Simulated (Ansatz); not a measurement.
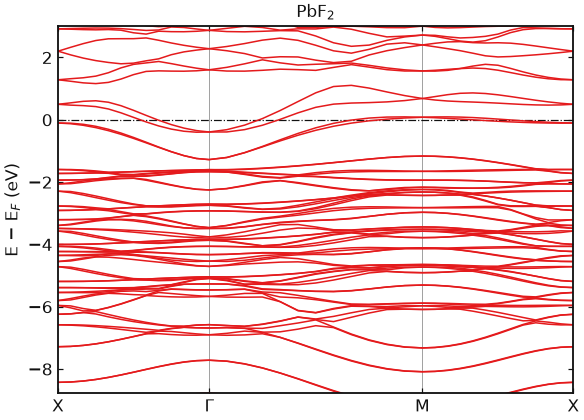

Band structure. Energies are counted from the Fermi level.

Structure: a (100) slab cut from PbF$_{2}$ (Fm-3m), ended by Pb above and F below, 12 atoms in the cell.

Computed with Ansatz: DFT PBE, spin-orbit coupling, plane waves, PAW, 6×6×1 k mesh, Gaussian smearing of 0.05 eV.

Is there a gap at the Fermi level?

A metal: bands cross the Fermi level along this path.

On which lines of the path do bands cross the Fermi level?

Bands cross the Fermi level on every line of the path.

By band count a gap could open at this filling. What closes it?

The last band that the electron count would fill rises to 0.09 eV above the Fermi level between Γ and M, leaving holes there, and the next band dips to 0.40 eV below it between X and Γ, holding electrons: an overlap of 0.49 eV.

Which levels at M lie nearest to the Fermi level?

At M the nearest levels lie 1.17 eV below and 0.08 eV above the Fermi level.
